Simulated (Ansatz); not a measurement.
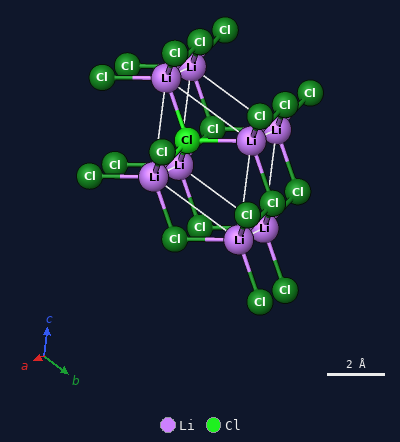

Figure 1. The structure as given in the input (ball-and-stick view of the reduced cell, seen slightly off an axis; neighbours outside the cell are drawn fainter). Near neighbours in the crystal (not all of them lie inside the picture): Li has 4 Cl at 2.34 Å; Cl has 4 Li at 2.34 Å.

# Run report: LiCl, band-structure calculation

System: LiCl (I-4m2, 2 atoms in the cell).
Method: DFT, r2SCAN, plane waves, PAW, no spin polarisation (Ansatz 0.2.0).

The structure was built on a prototype by a generator. The geometry comes from this level: r2SCAN (a point of a series of strains). It belongs to a series of runs on one base structure; here: biaxial_xy strain -1.6%.

### Input file
```yaml
crystal:
  lattice:
    - [0.0, 2.6904070802, 2.7330425439]
    - [2.6904070802, 0.0, 2.7330425439]
    - [2.6904070802, 2.6904070802, 0.0]
  atoms:
    - { symbol: Li, position: [0.0, 0.0, 0.0] }
    - { symbol: Cl, position: [0.25, 0.25, 0.25] }
kpoints:
  mp_grid: { grid: [8, 8, 8] }
  band_path:
    path:
      - [0.0, 0.0, 0.0]
      - [-0.5, -0.5, 0.0]
      - [-0.375, -0.375, 0.25]
      - [-0.375, 0.0, 0.375]
      - [0.0, 0.0, 0.5]
      - [-0.5, -0.25, 0.25]
    npoints: 1
hamiltonian:
  xc: r2scan
scf:
  occupations: { method: fixed }
  n_extra_bands: 4
output:
  forces: true
  stress: true
  eigenvalues: true
  write_density: true
  write_potential: true
  elf: true
  volumetric_format: npy
```

Machine: 4 threads of an Arm (aarch64) CPU, shared host.

Run as:
```bash
ansatz run input.yaml --threads 4 --pin off --max-ram 3686MiB --backend cpu --events-out ev --progress --plain --runs-dir out
```

### The program's output
```
scf.n_extra_bands = 4 over 5 filled bands (N_el = 10.0): the run solves 9 bands
Engine: ansatz 0.2.0, aarch64-unknown-linux-gnu
Pseudopotentials: kind: paw
Pseudopotential: Li, paw, valence charge 3, recommended cutoff 500 eV (meta_gga), Li.paw.azcp
Pseudopotential: Cl, paw, valence charge 7, recommended cutoff 500 eV (meta_gga), Cl.paw.azcp
Functional definition: r2SCAN
  parameter k0 = 0.174
  parameter k1 = 0.065
  parameter a1 = 4.9479
  exchange = r2scan_x(k0 = k0, k1 = k1, a1 = a1)
  correlation = r2scan_c
Crystal: 2 atoms, lattice volume = 39.565 Å³
Basis set: ecut = 500 eV, 965 PW (Γ), exchange–correlation on 120×120×120 points (64 copies of the dense FFT grid, shifted against one another)
Bands: 9, of which v1, the nominal top of the filled ones, is band 5 counted from 1 (4 counted from 0)
Symmetry: 8 space group operations
Space group: I-4m2 (ITA 119), of the structure as read, at distance tolerance 3.4e-5 Å
k-points: 59 of 512 (time reversal used)
Non-local potential: Li, projectors of the file, l = 0: 3, l = 1: 2, l = 2: 1
Non-local potential: Cl, projectors of the file, l = 0: 2, l = 1: 2, l = 2: 2
PAW form: soft (Blöchl's): semilocal exchange-correlation on the pseudo side does not see the compensation charge
PAW frozen core: Cl, regenerated for the run's functional (the file was generated under x = pbe(κ = 0.804, μ = 0.2195149727645171), c = pbe(β = 0.06672455060314922))
PAW one-centre angular grid: Li, 302 points (default); XC on 327 of its mesh's 2665 points in the sphere
PAW one-centre angular grid: Cl, 302 points (default); XC on 160 Gauss nodes
Initial density: superposition of atomic densities (neutral atoms: chi_scale 0, normalization atom), corrected by the library's trained network
Initial wavefunctions: pseudopotential atomic-orbital guess
Functional: x = r2scan, c = r2scan; τ floored in thin density (d = 2e-4 eV/Å³)
SCF iter   1: F=—  HF=-1292.755636 eV  |F-HF|=—  |Δ(HF+E_count)|=         —  Δρ=4.07e-3  dr2=3.44e-3  dr2_τ=2.73e-3  ethr=1.77e-3  ⟨swp⟩=5.6  Hψ=3470  notcnv=0  defer=105
preconditioner: auto → none  [insulator: Δε(μ)=6.846 eV  Ē_g=15.054 eV  n_scr=8 (ndim 8)  ℏωp=16.7 eV  f_vac=0.033  ε∞_Penn≈2.2]
SCF iter   2: F=—  HF=-1292.777859 eV  |F-HF|=—  |Δ(HF+E_count)|=   2.22e-2  Δρ=1.82e-3  dr2=5.93e-4  dr2_τ=3.87e-5  ethr=3.44e-5  ⟨swp⟩=3.0  Hψ=1537  notcnv=0  defer=109
SCF iter   3: F=—  HF=-1292.777970 eV  |F-HF|=—  |Δ(HF+E_count)|=   1.11e-4  Δρ=4.70e-4  dr2=4.07e-5  dr2_τ=8.23e-6  ethr=5.93e-6  ⟨swp⟩=2.0  Hψ=649  notcnv=0  defer=118
SCF iter   4: F=—  HF=-1292.777982 eV  |F-HF|=—  |Δ(HF+E_count)|=   1.20e-5  Δρ=2.80e-5  dr2=1.68e-7  dr2_τ=1.53e-8  ethr=4.07e-7  ⟨swp⟩=2.0  Hψ=813  notcnv=0  defer=30
iter 5 did not close the SCF: its close was put off for the readings that it lacked (scf_convergence_deferred on its scf_iter line)
SCF iter   5: F=-1292.777983 eV  HF=-1292.777983 eV  |F-HF|=1.09e-8  |Δ(HF+E_count)|=   4.44e-7  Δρ=4.76e-6  dr2=3.03e-9  dr2_τ=5.77e-10  ethr=1.68e-9  ⟨swp⟩=2.1  Hψ=771  notcnv=0  defer=76
SCF iter   6: F=-1292.777983 eV  HF=-1292.777983 eV  |F-HF|=3.96e-10  |Δ(HF+E_count)|=   1.12e-8  Δρ=7.44e-7  dr2=2.41e-10  dr2_τ=2.15e-11  ethr=3.03e-11  ⟨swp⟩=7.0  Hψ=3650  notcnv=0
SCF 1 converged in 6 iterations: F = -1292.777983 eV  dr2 = 2.41e-10
  greatest PAW one-centre occupation: 0.999 electrons in one spin orbital (limit 2), on the Li atom at site 0 (counted from 0), in its partial waves of l = 0
NSCF: frozen V_eff on 6 k-points
SCF converged after 6 iterations
Free energy (F): -1292.777983 eV
Harris-Foulkes:  -1292.777983 eV  (|F-HF|=3.96e-10)
Internal energy: -1292.777983 eV  (E = F + TS)
E sigma→0 (E₀):  -1292.777983 eV
Fermi energy:    -0.399182 eV
--- Per-component energies (eV) ---
  E_band       = -123.748374
  E_kinetic    = 183.911640
  E_local      = -389.359413  (includes V_loc(G=0)·N_el)
  E_nonlocal   = -4.838125
  E_hartree    = 120.355771
  E_xc         = -115.382800
  E_vxc        = -150.886833  (∫ρ·V_xc dr)
  E_paw        = -688.527607  (= ΣΔE_a)
  E_vpaw       = -11.436992  (= ΣTr[D̂ρ^β])
  E_aug_tail   = -0.000050  (compensation charges beyond the density's cutoff)
  E_vtau       = 8.149965  (kinetic-family band-sum trace: ∫τ·v_τ [+ j·A + Jᵃ·Aᵃ] dr)
  E_ewald      = -398.800993
  E_core_change = -0.136407  (= ΣΔE_core)
  E_smearing   = -0.000000  (= −TS)
  E_closure    = -0.000000  (closes the sum)
  Σ components = -1292.777983   (vs F -1292.777983, Δ=0.00e0)
--- Forces (eV/Å), atoms counted from 1 ---
  atom   1  Li     0.00000000    -0.00000000     0.00000000
  atom   2  Cl     0.00000000     0.00000000    -0.00000000
  max |Σ_I F_I| component: 1.39e-16 eV/Å
--- Stress (GPa, compression-positive) ---
        0.951187      -0.000000      -0.000000
       -0.000000       0.951187       0.000000
        0.000000       0.000000       0.796414
  P = ⅓ Tr σ = 0.8996 GPa (8.996 kbar)
--- Band table (eV; the first three rows and the last of 59) ---
  k-point 0: bands = ["-44.3428", "-13.7868", "-0.4308", "-0.3992", "-0.3992", "6.4230", "10.5728", "10.5944", "10.5944"]
  k-point 1: bands = ["-44.3425", "-13.7411", "-0.8013", "-0.4717", "-0.4445", "6.8457", "10.6981", "10.7638", "10.7850"]
  k-point 2: bands = ["-44.3418", "-13.6267", "-1.6129", "-0.5916", "-0.5492", "7.7401", "10.8793", "10.9816", "11.0165"]
  k-point 58: bands = ["-44.3403", "-13.3641", "-2.1909", "-1.2640", "-1.2640", "6.7667", "9.9662", "14.3315", "14.9166"]
```

### File bands.tsv
```
# k_distance	band_0	band_1	band_2	band_3	band_4	band_5	band_6	band_7	band_8
# fermi_ev = -0.399182
# lock_threshold_ev = 1e-6
# [0, 0, 0] at k_distance = 0.000000
# [-0.5, -0.5, 0] at k_distance = 1.149485
# [-0.375, -0.375, 0.25] at k_distance = 1.562330
# [-0.375, 0, 0.375] at k_distance = 2.275552
# [0, 0, 0.5] at k_distance = 2.988773
# [-0.5, -0.25, 0.25] at k_distance = 3.808047
# levels_relative_to = fermi_ev
# free_energy_ev = -1292.777983
# largest_residual_norms_ev = 6.805e-4 4.324e-4 1.093e-3 1.399e-3 1.698e-3 1.178e-3 1.422e-3 8.398e-4 1.474e-3
0.000000	-43.943582	-13.387655	-0.031657	0.000000	0.000000	6.822162	10.971935	10.993559	10.993559
1.149485	-43.941109	-12.964884	-1.791682	-0.864839	-0.864839	7.165891	10.365401	14.730673	15.315774
1.562330	-43.941132	-12.965062	-1.637408	-1.317534	-0.678987	8.235786	11.034099	13.481525	13.545983
2.275552	-43.941075	-12.953178	-1.617406	-1.321761	-0.737530	8.174782	10.959405	13.487140	13.635248
2.988773	-43.941673	-13.054761	-2.175286	-0.349631	-0.288173	9.205752	11.007100	11.147984	11.623459
3.808047	-43.941056	-12.950115	-1.522854	-1.204983	-1.058037	8.725016	11.499317	11.871402	12.929648
```

### File rho_z.tsv
```
# z_ang	rho[e/angstrom^3]
# format = ansatz-planar-average/11
# lattice	0.000000000	2.690407080	2.733042544
# lattice	2.690407080	0.000000000	2.733042544
# lattice	2.690407080	2.690407080	0.000000000
# sites	2
# site	3	0.000000000	0.000000000	0.000000000
# site	17	1.345203540	1.345203540	1.366521272
0.000000	4.496530e-1
0.126827	4.767845e-1
0.253654	4.697839e-1
0.380481	4.464373e-1
0.507308	4.235070e-1
0.634135	4.081903e-1
0.760962	3.985934e-1
0.887789	3.911611e-1
1.014616	3.857436e-1
1.141443	3.820667e-1
1.268270	3.748266e-1
1.395097	3.562057e-1
1.521924	3.219974e-1
1.648751	2.748409e-1
1.775578	2.229094e-1
1.902405	1.745616e-1
2.029232	1.341170e-1
2.156059	1.023409e-1
2.282886	7.837171e-2
2.409713	6.095501e-2
2.536540	4.896854e-2
2.663367	4.149382e-2
2.790194	3.822443e-2
2.917021	3.926259e-2
3.043848	4.629056e-2
3.170675	6.658305e-2
3.297502	1.119076e-1
3.424329	1.883002e-1
3.551156	2.863249e-1
3.677983	3.820355e-1
```

### File v_z.tsv
```
# z_ang	v_es[eV]	v_tot[eV]
# format = ansatz-planar-average/11
# xc	r2scan
# density_cutoff_ev	2000
# datasets	Li=:simpson_from_first_knot:soft	Cl=:simpson_from_first_knot:soft:shift=0
# lattice	0.000000000	2.690407080	2.733042544
# lattice	2.690407080	0.000000000	2.733042544
# lattice	2.690407080	2.690407080	0.000000000
# sites	2
# site	3	0.000000000	0.000000000	0.000000000
# site	17	1.345203540	1.345203540	1.366521272
0.000000	1.340433e-1	-8.965848e0
0.126827	-7.795558e-1	-1.042586e1
0.253654	-1.669476e0	-1.173994e1
0.380481	-2.416938e0	-1.285013e1
0.507308	-2.943837e0	-1.357836e1
0.634135	-3.218261e0	-1.392994e1
0.760962	-3.255653e0	-1.411112e1
0.887789	-3.105308e0	-1.404283e1
1.014616	-2.779348e0	-1.363812e1
1.141443	-2.197796e0	-1.288572e1
1.268270	-1.327681e0	-1.172390e1
1.395097	-2.192677e-1	-1.022591e1
1.521924	1.074569e0	-8.451699e0
1.648751	2.461500e0	-6.495145e0
1.775578	3.793841e0	-4.579458e0
1.902405	4.888644e0	-2.881745e0
2.029232	5.613554e0	-1.583850e0
2.156059	6.000057e0	-6.738847e-1
2.282886	6.171918e0	-5.023478e-4
2.409713	6.188541e0	3.970831e-1
2.536540	6.085489e0	7.082896e-1
2.663367	5.887152e0	9.685993e-1
2.790194	5.625957e0	7.416833e-1
2.917021	5.259345e0	1.056051e-1
3.043848	4.715685e0	-5.746140e-1
3.170675	4.030779e0	-1.508000e0
3.297502	3.279631e0	-2.861616e0
3.424329	2.507520e0	-4.430367e0
3.551156	1.735815e0	-6.011923e0
3.677983	9.677658e-1	-7.493062e0
```

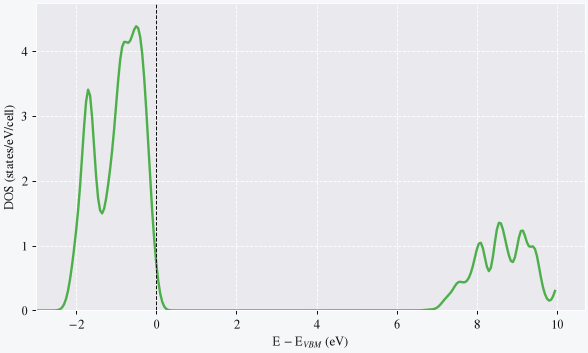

Figure 2. Density of states (the curve is built from the levels of the k mesh with Gaussians 0.3 eV wide, which also blur the band edges), with energies from the valence-band top. There is a gap of 6.82 eV on the k-point mesh. Small ripples come from the finite k-point mesh.

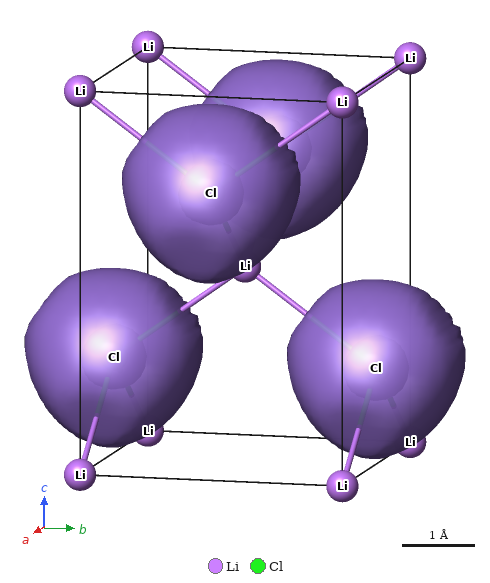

Figure 3. Isosurface of the ELF at 0.75 (purple), seen slightly off an axis. Only the valence region is drawn (cores and ρ < 0.01 e/Å³ removed). Sticks mark near contacts. The outline is the cell set on symmetry axes. Along the contacts the grid gives the following. Li–Cl (2.34 Å): the ELF is about 0.85 at the midpoint. Core electrons are frozen (PAW), so the fields are smoothed inside the atomic spheres.

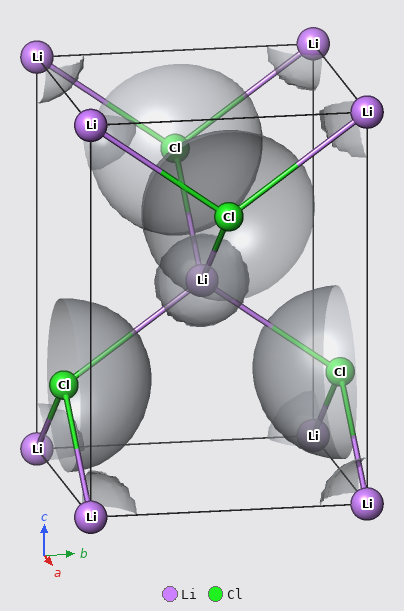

Figure 4. Isosurface of the valence charge density (pseudo) at 0.3 e/Å³ (grey), seen slightly off an axis. Sticks mark near contacts. The outline is the cell set on symmetry axes. At this value the density breaks into separate islands; it holds about 75 % of the electrons treated as valence (semicore included). It is pinched off along the Li–Cl (2.34 Å) contacts. On the grid the lowest density along these lines, outside the cores, is 0.18 e/Å³ (Li–Cl, 2.34 Å).

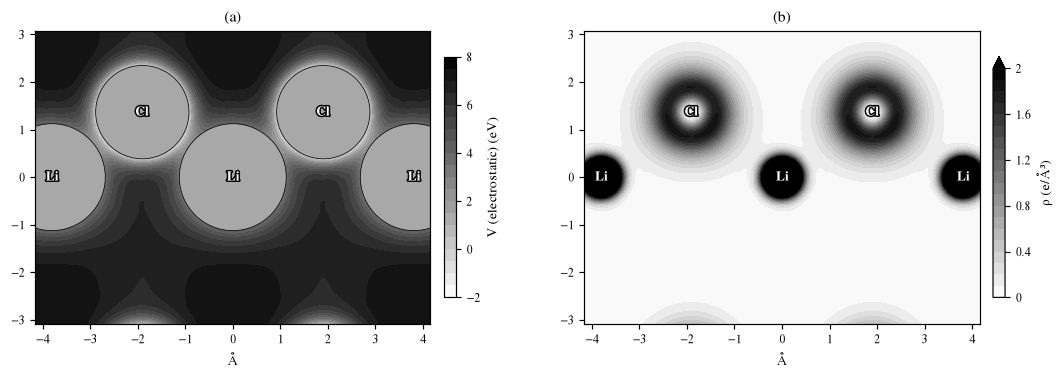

Figure 5. (a) electrostatic potential (local pseudopotential plus Hartree) felt by an electron; (b) valence pseudo-density on the (010) plane of the conventional cell. Grey discs, where drawn, cover atomic cores. Atoms in the plane: Li and Cl. Li–Cl (2.34 Å): ρ at the midpoint is about 0.34 e/Å³. Away from the nuclei the density in this plane falls to 0.007 e/Å³ at its lowest. Outside the cores the potential energy rises away from the atoms and is highest about 2.3 Å from the nearest atoms; outside the discs it spans about 9 eV, and its zero is arbitrary.

### Summary

```tsv
quantity	value
outcome	converged
space group (tolerance 0.01 Å)	I-4m2 (119)
electrons treated	10
free energy	−1292.7780 eV
Fermi energy	−0.399 eV
gap on the k-point mesh	6.82 eV
pressure	0.90 GPa
largest force (length of the vector)	under 0.001 eV/Å
wall time	3.8 s (CPU time 13 s)
peak memory	0.44 GiB
```
